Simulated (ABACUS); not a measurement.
# Energy of Rb along an even scaling of the cell

System: Rb (1 atom in the cell).
Method: Kohn-Sham DFT of a periodic cell, PBE, PseudoDojo NC SR 0.4.1 PBE standard, no spin polarisation (ABACUS 3.10.1).

The 7 runs differ only in the geometry, by an even scaling of the cell at fixed fractional positions. The structure derives from a Materials Project entry.

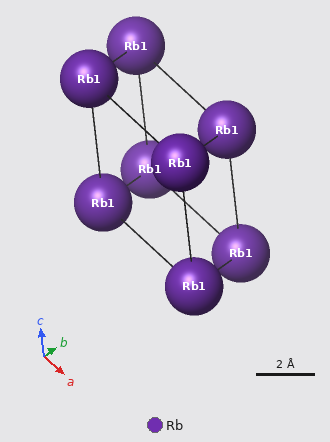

Figure 1. The structure of run 4 (spheres-only view of the cell of the calculation, seen slightly off an axis; atoms are numbered from 1 in the order of the input).

### Input file of run 4
```
INPUT_PARAMETERS
suffix              Rb
calculation         scf
basis_type          lcao
pseudo_dir          ./
orbital_dir         ./
symmetry            1
dft_functional      pbe
ecutwfc             100
pseudo_rcut         10
nspin               1
nbands              9
ks_solver           genelpa
smearing_method     fd
smearing_sigma      0.00367493
scf_thr             1e-07
scf_nmax            100
mixing_type         broyden
mixing_beta         0.7
cal_force           1
cal_stress          1
out_mul             1
```

### File STRU of run 4
```
ATOMIC_SPECIES
Rb 85.4678 Rb.upf

NUMERICAL_ORBITAL
Rb_confined-atom_10au_3s2p1d.orb

LATTICE_CONSTANT
1.8897261246

LATTICE_VECTORS
-2.9545118615 2.9545118615 2.7308451955
2.9545118615 -2.9545118615 2.7308451955
2.9545118615 2.9545118615 -2.7308451955

ATOMIC_POSITIONS
Direct

Rb
0.0
1
0.0000000000 0.0000000000 0.0000000000 1 1 1
```

### File KPT of run 4
```
K_POINTS
0
Gamma
7 7 7 0 0 0
```

Command:
```bash
OMP_NUM_THREADS=1 mpirun -np 4 abacus > log
```

Lattice vectors (Å) and fractional positions of run 4:
```
  -2.954512    2.954512    2.730845
   2.954512   -2.954512    2.730845
   2.954512    2.954512   -2.730845
Rb  0.000000  0.000000  0.000000
```

Run 6 differs from it as follows:
```diff
--2.9545118615 2.9545118615 2.7308451955
-2.9545118615 -2.9545118615 2.7308451955
-2.9545118615 2.9545118615 -2.7308451955
+-2.9933914762 2.9933914762 2.7667814902
+2.9933914762 -2.9933914762 2.7667814902
+2.9933914762 2.9933914762 -2.7667814902
```

### Results, with one run withheld

| run | volume per atom (Å³) | free energy per atom, from the lowest run given (meV) | pressure (GPa) |
| --- | --- | --- | --- |
| 1 | 89.631 | 0.00 | −0.24 |
| 2 | 91.538 | 3.26 | −0.31 |
| 3 | 93.445 | 7.33 | −0.37 |
| 4 | 95.352 | 12.15 | −0.44 |
| 5 | 97.259 | 17.67 | −0.49 |
| 6 | 99.166 | ? | ? |
| 7 | 101.073 | 30.57 | −0.59 |

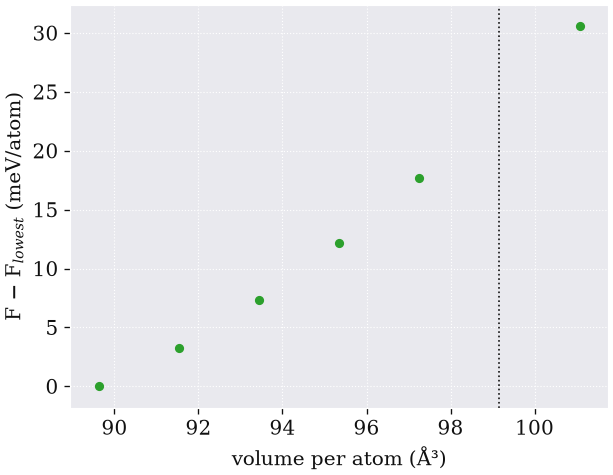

Figure 2. Free energy per atom of the runs given; the dotted line marks run 6.

What should run 6 give?

A cubic polynomial in V^(−2/3) (the Birch–Murnaghan form), fitted to the 6 runs given, misses them by under 0.01 meV per atom. With x = V^(−2/3) − 0.04817 Å⁻², it reads F = 10.133 − 7562.1 x + 1.05e+06 x² − 1.4e+07 x³ (meV per atom). At run 6 it gives 23.82 meV per atom, and the run itself gives 23.83. The slope of the fit gives a pressure −dF/dV of −0.54 GPa there, and the run prints −0.54 GPa. The fit has no minimum inside this range.

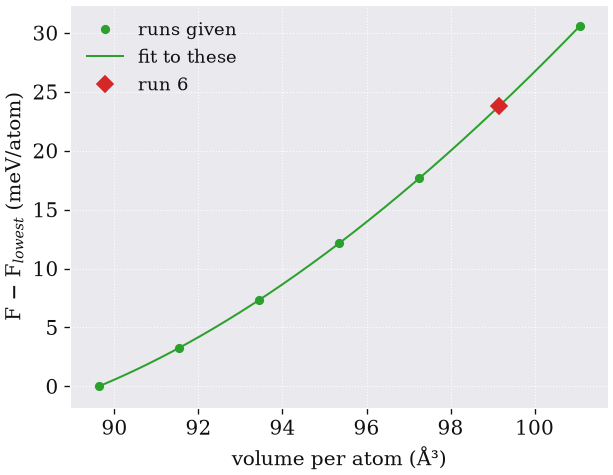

Figure 3. The fit and the withheld run.

### Some lines of the output (run 6)
```
[...]
                             Volume (A^3) = 99.1657
 E_Fermi        0.1392189197         1.8941705776
 E_Fermi        0.1369289061         1.8630133437
 E_Fermi        0.1359991225         1.8503629887
 E_Fermi        0.1350153282         1.8369777806
 E_Fermi        0.1350166407         1.8369956389
 E_Fermi        0.1350159294         1.8369859603
 E_Fermi        0.1350167400         1.8369969889
 E_KS(sigma->0) -54.1451900769       -736.6831043388
 E_Fermi        0.1350165882         1.8369949239
 final etot is -736.68591959 eV
 EFERMI = 1.8369949239 eV
 TOTAL-PRESSURE: -5.424832 KBAR
 !FINAL_ETOT_IS -736.6859195938254743 eV
```

Notes: Points of doubt noted for this run: home made orbitals.
